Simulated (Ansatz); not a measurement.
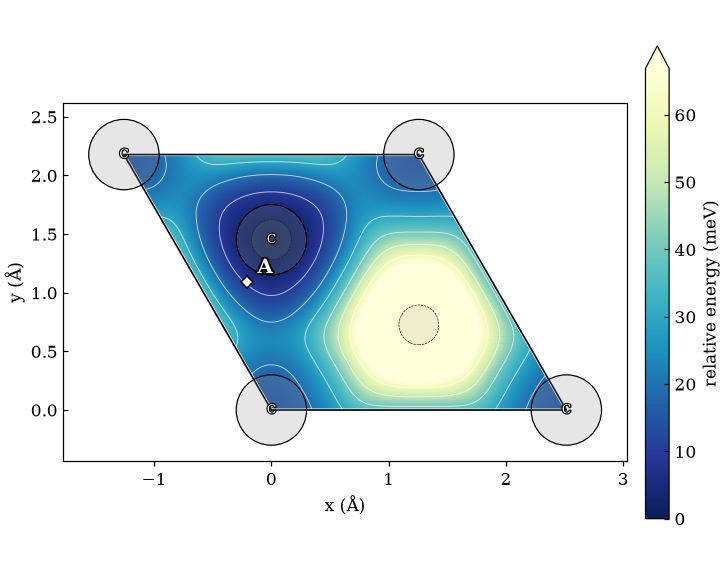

Si on a C(111) slab cut from the Fd-3m phase, its upper half relaxed before the scan (24 atoms of substrate and one adsorbate in a 2 × 2 cell). Si is moved over the surface cell at a fixed height above a rigid substrate; the origin of the map has the adsorbate above C21; the height is held at 2.80 Å. Places are given modulo a cell vector. The map is drawn in real space over the plane of the surface. The grid has 6 × 6 points; 10 points were computed and 26 follow by symmetry. Places are given in fractions of the 1 × 1 surface cell. All energies are given in meV relative to the lowest grid point. At a fixed height the lowest place need not be the adsorption site. All numbers below come from DFT PBE+D3(BJ), scalar-relativistic, plane waves, PAW (Ansatz 0.2.0). Settings: cutoff 420 eV, k-mesh 6×6×1, gaussian smearing 0.05 eV, spin-polarised.

Drawn: a smooth colour map with a few white contour lines, labelled circles for the atoms of the top layer and small ones for the second layer, the outline of one cell of the plane, one colour for all values above the top of the scale, the point A. Between grid points the surface is interpolated.

Is A at rest? If not, where is it pushed?

Answer. A, at (1/6, 3/6) of the cell vectors, is not a stationary point. The computed force is 0.048 eV/Å in the plane, pointing up and right in the picture (components 0.031 and 0.036 eV/Å).

PAW datasets: the set soft_1.
